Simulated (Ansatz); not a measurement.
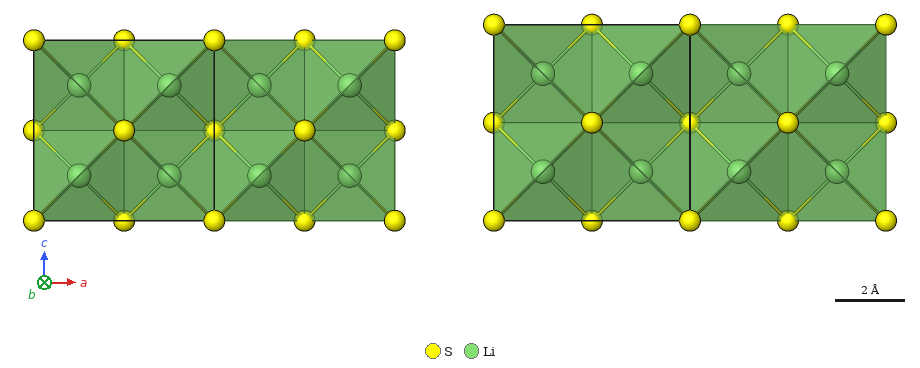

Two geometries of crystalline Li2S (built on the antifluorite type), drawn at one scale. One is the start of a relaxation, the other its converged end. The picture is a polyhedral view of the conventional cell (4 times the calculation's cell), repeated 2 × 1 × 1 with one cell outlined, seen along the b axis. Lengths and directions refer to the drawn axes.

Computed with Ansatz, DFT, PBE, plane waves, PAW. (plane-wave cutoff 420 eV; k-point mesh 8 × 8 × 8; occupations fermi dirac; smearing width 0.02 eV; no spin polarisation; cell and atoms relaxed; force threshold 0.005 eV/Å)

Which one is relaxed?

Answer. The right one is the relaxed one. The energy falls by 143 meV per atom in 5 accepted moves (7 points after the start). All forces vanish by symmetry, so only the cell relaxes. Pressure: 16.42 GPa at the start and 0.00 GPa at the end. At 2 points the geometry stayed and the basis and grid were re-selected for the new cell (energy shift of 0.3 meV per atom at most each time). No atom moves by more than 0.005 Å relative to the cell. The volume changes by +28.3 %, with a = b = c 5.250 → 5.706 Å (+8.7 %). Near-neighbour distances that change, for instance: Li–S 2.273 → 2.471 Å. The space group stays Fm-3m (No. 225).
